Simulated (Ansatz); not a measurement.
A periodic structure is given below.

```yaml
crystal:
  lattice:
    - [4.35243, 0.00000, 0.00000]
    - [0.00000, 7.39589, 0.00000]
    - [0.00000, 0.00000, 5.14447]
  atoms:
    - { symbol: Sr, position: [0.00000, 0.33169, 0.25000] }
    - { symbol: Sr, position: [0.00000, 0.66831, 0.75000] }
    - { symbol: O, position: [0.00000, 0.33242, 0.75000] }
    - { symbol: O, position: [0.00000, 0.66758, 0.25000] }
    - { symbol: Sr, position: [0.50000, 0.83169, 0.25000] }
    - { symbol: Sr, position: [0.50000, 0.16831, 0.75000] }
    - { symbol: O, position: [0.50000, 0.83242, 0.75000] }
    - { symbol: O, position: [0.50000, 0.16758, 0.25000] }
```

### Describe what this structure looks like.

Formula: SrO. It belongs to space group Cmcm (No. 63) and has a base-centred orthorhombic lattice. Atoms per cell: 8 (4 Sr, 4 O). The polyhedra are SrO5 trigonal bipyramids; they share corners and edges. Sr is linked to five O in a trigonal bipyramidal arrangement at 2.48 to 2.57 Å. Around each O lie five Sr in a trigonal bipyramidal arrangement at 2.48 to 2.57 Å. The bonds build a three-dimensional framework.

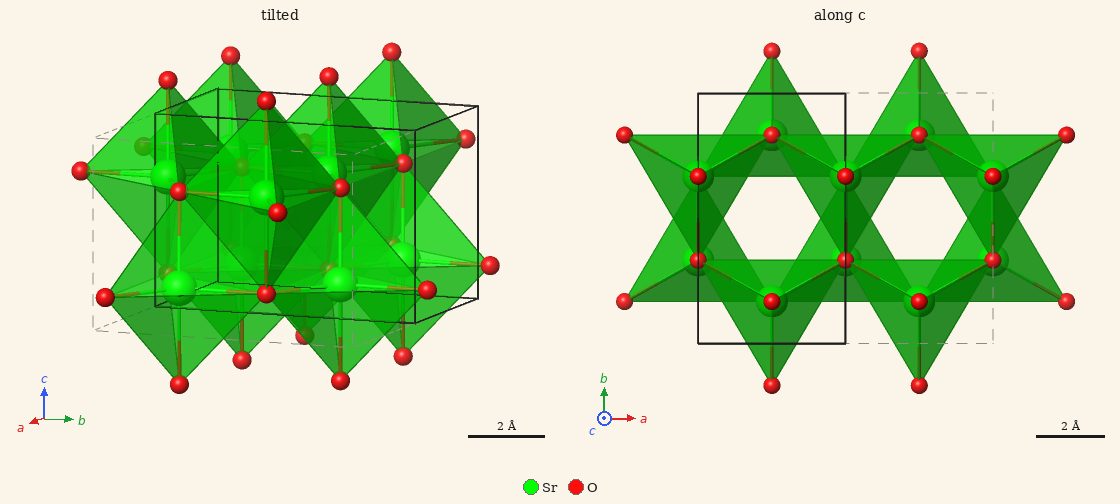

The crystal in a polyhedral representation, seen slightly off an axis and along the c axis. A 2×1×1 array of cells is drawn; the conventional unit cell has the solid edges. A few atoms beyond the faces are included.

The initial geometry was a structure listed in the Materials Project. The cell was then strained or its atoms displaced on purpose. Ansatz was used for an electronic-structure calculation on it.
